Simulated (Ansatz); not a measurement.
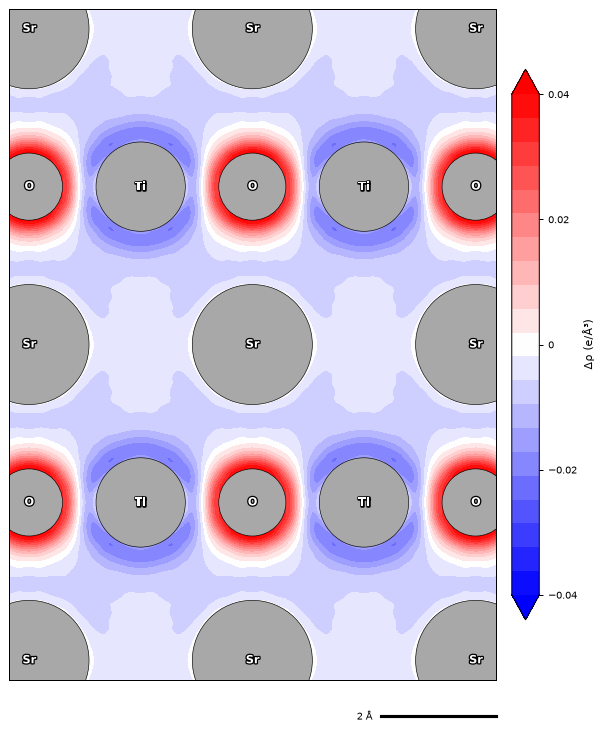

SrTiO3. Difference of the valence pseudo-densities of two functionals at the same geometry, on the (11̄0) plane of the calculation cell: r2SCAN less LDA.

Both computed with Ansatz (plane waves, PAW), on the same k-point mesh. Grey discs cover the atomic cores.

### What does the difference map show?

Against LDA, r2SCAN gives less density around Sr (−0.005 e/Å³ on average at 1.2 Å from the nucleus), less density around Ti (−0.011 e/Å³ on average at 1.1 Å from the nucleus), more density around O (+0.024 e/Å³ on average at 0.7 Å from the nucleus) and a change of −0.009 e/Å³ at the midpoint of Ti–O and −0.007 e/Å³ at the midpoint of Sr–O.
